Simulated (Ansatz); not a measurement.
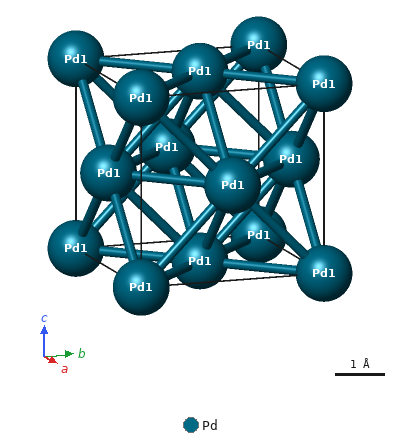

**Figure 1.** The input geometry of run A (ball-and-stick view of the cell 4 times as large as that of the calculation, set on its symmetry axes, seen slightly off an axis; atoms are numbered from 1 in the order of the input). An atom can appear more than once, as a periodic image. Near neighbours in the periodic cell (some may lie outside the picture): Pd has 12 Pd at 2.81 Å.

## From Pd to Pt

System: Pd (1 atom in the cell).
Method of run A: DFT PBEsol, scalar-relativistic, plane waves, PAW, no spin polarisation (Ansatz 0.2.0).
System of run B: Pt (Fm-3m, 1 atom in the cell).

On run A: The structure was made by swapping elements on the sites of another compound; it need not be a known phase. On run B: The structure derives from an entry of the Crystallography Open Database. Text and figures count atoms from 1; the logs count them from 0 in places.

**The input, run A**
```yaml
crystal:
  lattice:
    - [0.0, 1.9881792681, 1.9881792681]
    - [1.9881792681, 0.0, 1.9881792681]
    - [1.9881792681, 1.9881792681, 0.0]
  atoms:
    - { symbol: Pd, position: [0.0, 0.0, 0.0] }
basis:
  ecutwfc: 420
kpoints:
  mp_grid: { grid: [8, 8, 8] }
hamiltonian:
  xc: pbesol
scf:
  occupations: { method: gaussian, width: 0.1 }
output:
  forces: true
  stress: true
  eigenvalues: true
```

Launched with:
```bash
ansatz run input.yaml --threads 1 --pin off --max-ram 2560MiB --backend cpu --events-out ev --progress --plain --runs-dir out
```

Hardware: 1 thread of AMD EPYC (Zen 3), 189 GiB of memory available, shared host.

**Output, shortened to warnings, some set-up lines, iterations and results (run A)**
```
Basis set: ecut = 420 eV, 331 PW (Γ), exchange–correlation on 40×40×40 points (8 copies of the dense FFT grid, shifted against one another)
Symmetry: 48 space group operations
k-points: 29 of 512
Initial density: superposition of atomic densities (neutral atoms: chi_scale 0, normalization atom), corrected by the library's trained network
[...]
SCF iter   1: F=—  HF=-6906.583959 eV  |F-HF|=—  |Δ(HF+E_count)|=         —  Δρ=7.72e-3  dr2=8.04e-3  ethr=1.77e-3  ⟨swp⟩=4.9  Hψ=2147  notcnv=0
SCF iter   2: F=—  HF=-6906.581893 eV  |F-HF|=—  |Δ(HF+E_count)|=   2.07e-3  Δρ=1.69e-3  dr2=2.93e-4  ethr=4.47e-5  ⟨swp⟩=1.3  Hψ=645  notcnv=0
SCF iter   3: F=—  HF=-6906.581847 eV  |F-HF|=—  |Δ(HF+E_count)|=   4.63e-5  Δρ=4.49e-4  dr2=6.02e-6  ethr=1.63e-6  ⟨swp⟩=2.3  Hψ=506  notcnv=0
SCF iter   4: F=—  HF=-6906.581852 eV  |F-HF|=—  |Δ(HF+E_count)|=   5.89e-6  Δρ=5.94e-5  dr2=2.23e-7  ethr=3.35e-8  ⟨swp⟩=2.7  Hψ=592  notcnv=0
SCF iter   5: F=-6906.581853 eV  HF=-6906.581853 eV  |F-HF|=1.91e-9  |Δ(HF+E_count)|=   1.79e-7  Δρ=6.61e-6  dr2=2.56e-9  ethr=1.24e-9  ⟨swp⟩=2.0  Hψ=612  notcnv=0
SCF iter   6: F=-6906.581853 eV  HF=-6906.581853 eV  |F-HF|=1.46e-11  |Δ(HF+E_count)|=  6.54e-10  Δρ=5.56e-7  dr2=2.13e-11  ethr=1.42e-11  ⟨swp⟩=2.0  Hψ=1134  notcnv=0
SCF 1 converged in 6 iterations: F = -6906.581853 eV  dr2 = 2.13e-11
SCF converged after 6 iterations
Free energy (F): -6906.581853 eV
Harris-Foulkes:  -6906.581853 eV  (|F-HF|=1.46e-11)
Internal energy: -6906.569612 eV  (E = F + TS)
E sigma→0 (E₀):  -6906.575733 eV
Entropy (-TS):   -0.012240 eV (-12.240 meV/atom)
Fermi energy:    18.110876 eV
--- Per-component energies (eV) ---
  E_band       = -164.085189
  E_kinetic    = 512.030148
  E_local      = -1838.014029  (includes V_loc(G=0)·N_el)
  E_nonlocal   = 219.563695
  E_hartree    = 741.023420
  E_xc         = -166.892820
  E_vxc        = -210.117223  (∫ρ·V_xc dr)
  E_paw        = -3684.859791  (= ΣΔE_a)
  E_vpaw       = -329.595041  (= ΣTr[D̂ρ^β])
  E_aug_tail   = 0.000219  (compensation charges beyond the density's cutoff)
  E_ewald      = -2689.722979
  E_core_change = 0.302524  (= ΣΔE_core)
  E_smearing   = -0.012240  (= −TS)
  E_closure    = 0.000000  (closes the sum)
  Σ components = -6906.581853   (vs F -6906.581853, Δ=0.00e0)
--- Forces (eV/Å), atoms counted from 1 ---
  atom   1  Pd     0.00000000    -0.00000000    -0.00000000
  max |Σ_I F_I| component: 2.47e-32 eV/Å
--- Stress (GPa, compression-positive) ---
      -12.031476      -0.000000      -0.000000
       -0.000000     -12.031476       0.000000
        0.000000       0.000000     -12.031476
  P = ⅓ Tr σ = -12.0315 GPa (-120.315 kbar)
```

The input of run B differs as follows (lines with − go, lines with + come):
```diff
-    - [0.0, 1.9881792681, 1.9881792681]
-    - [1.9881792681, 0.0, 1.9881792681]
-    - [1.9881792681, 1.9881792681, 0.0]
+    - [0.0, 1.9579, 1.9579]
+    - [1.9579, 0.0, 1.9579]
+    - [1.9579, 1.9579, 0.0]
-    - { symbol: Pd, position: [0.0, 0.0, 0.0] }
+    - { symbol: Pt, position: [0.0, 0.0, 0.0] }
```

How does run B compare with run A?

The total energies belong to different systems, so their difference says nothing on which is more stable or more accurate. The pressure goes from −12.03 to −0.09 GPa. The volume per atom goes from 15.72 to 15.01 Å³. The number of SCF iterations is the same. The plane waves at Γ go from 331 to 283.

**Output, shortened to warnings, some set-up lines, iterations and results (run B)**
```
Basis set: ecut = 420 eV, 283 PW (Γ), exchange–correlation on 40×40×40 points (8 copies of the dense FFT grid, shifted against one another)
Symmetry: 48 space group operations
k-points: 29 of 512
Initial density: superposition of atomic densities (neutral atoms: chi_scale 0, normalization atom), corrected by the library's trained network
[...]
SCF iter   1: F=—  HF=-12383.816803 eV  |F-HF|=—  |Δ(HF+E_count)|=         —  Δρ=9.15e-3  dr2=1.09e-2  ethr=1.77e-3  ⟨swp⟩=5.0  Hψ=2084  notcnv=0
SCF iter   2: F=—  HF=-12383.813484 eV  |F-HF|=—  |Δ(HF+E_count)|=   3.32e-3  Δρ=4.30e-3  dr2=2.28e-3  ethr=6.06e-5  ⟨swp⟩=1.0  Hψ=612  notcnv=0
SCF iter   3: F=—  HF=-12383.812830 eV  |F-HF|=—  |Δ(HF+E_count)|=   6.54e-4  Δρ=5.26e-4  dr2=1.97e-5  ethr=1.27e-5  ⟨swp⟩=2.0  Hψ=508  notcnv=0
SCF iter   4: F=—  HF=-12383.812832 eV  |F-HF|=—  |Δ(HF+E_count)|=   2.02e-6  Δρ=8.73e-5  dr2=3.59e-7  ethr=1.09e-7  ⟨swp⟩=2.6  Hψ=630  notcnv=0
SCF iter   5: F=-12383.812832 eV  HF=-12383.812832 eV  |F-HF|=8.87e-9  |Δ(HF+E_count)|=   1.08e-7  Δρ=1.01e-5  dr2=1.37e-8  ethr=1.99e-9  ⟨swp⟩=2.1  Hψ=550  notcnv=0
SCF iter   6: F=-12383.812832 eV  HF=-12383.812832 eV  |F-HF|=7.28e-12  |Δ(HF+E_count)|=   3.39e-9  Δρ=9.25e-7  dr2=5.11e-11  ethr=7.62e-11  ⟨swp⟩=2.3  Hψ=1163  notcnv=0
SCF 1 converged in 6 iterations: F = -12383.812832 eV  dr2 = 5.11e-11
SCF converged after 6 iterations
Free energy (F): -12383.812832 eV
Harris-Foulkes:  -12383.812832 eV  (|F-HF|=7.28e-12)
Internal energy: -12383.804084 eV  (E = F + TS)
E sigma→0 (E₀):  -12383.808458 eV
Entropy (-TS):   -0.008748 eV (-8.748 meV/atom)
Fermi energy:    23.307326 eV
--- Per-component energies (eV) ---
  E_band       = -130.264998
  E_kinetic    = 637.854739
  E_local      = -1455.894586  (includes V_loc(G=0)·N_el)
  E_nonlocal   = 202.734852
  E_hartree    = 539.266648
  E_xc         = -260.505982
  E_vxc        = -302.632342  (∫ρ·V_xc dr)
  E_paw        = -9316.226917  (= ΣΔE_a)
  E_vpaw       = -290.861413  (= ΣTr[D̂ρ^β])
  E_aug_tail   = 0.000199  (compensation charges beyond the density's cutoff)
  E_ewald      = -2731.320018
  E_core_change = 0.286981  (= ΣΔE_core)
  E_smearing   = -0.008748  (= −TS)
  E_closure    = 0.000000  (closes the sum)
  Σ components = -12383.812832   (vs F -12383.812832, Δ=0.00e0)
--- Forces (eV/Å), atoms counted from 1 ---
  atom   1  Pt    -0.00000000     0.00000000     0.00000000
  max |Σ_I F_I| component: 1.44e-32 eV/Å
--- Stress (GPa, compression-positive) ---
       -0.089998       0.000000       0.000000
        0.000000      -0.089998       0.000000
        0.000000       0.000000      -0.089998
  P = ⅓ Tr σ = -0.0900 GPa (-0.900 kbar)
```

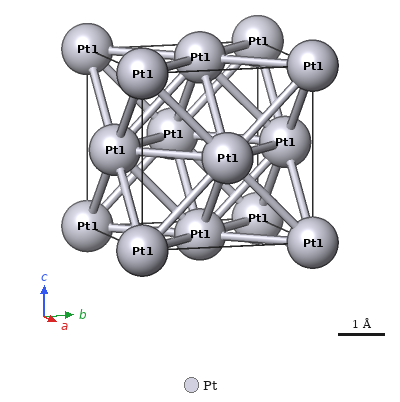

**Figure 2.** The input structure of run B (ball-and-stick view of the cell 4 times as large as that of the calculation, set on its symmetry axes, seen slightly off an axis; atoms are numbered from 1 in the order of the input). An atom can appear more than once, as a periodic image.

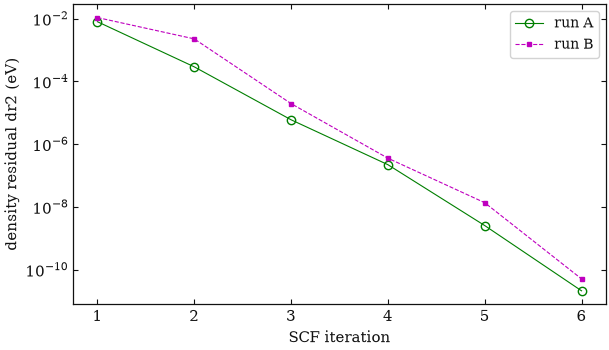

**Figure 3.** Convergence of the two runs: density residual dr2 against the SCF iteration. Run A takes 6 iterations in all, and run B takes 6.

**The two runs side by side**

| quantity | run A | run B |
| --- | --- | --- |
| outcome | converged | converged |
| free energy per atom (eV) | −6906.5819 | −12383.8128 |
| energy per atom, smearing taken to zero (eV) | −6906.5757 | −12383.8085 |
| gap on the mesh (eV) | 0.00 | 0.00 |
| pressure (GPa) | −12.03 | −0.09 |
| volume per atom (Å³) | 15.72 | 15.01 |
| largest force (eV/Å) | 0.000 | 0.000 |
| SCF iterations | 6 | 6 |
| irreducible k-points | 29 | 29 |
| plane waves at Γ | 331 | 283 |
| wall time (shared host) | 1.7 s | 1.6 s |

For run A: The cell is under a tension of 12.0 GPa at this level, so it is not at its equilibrium volume. For run B: Spin–orbit coupling is left out, which matters for Pt.
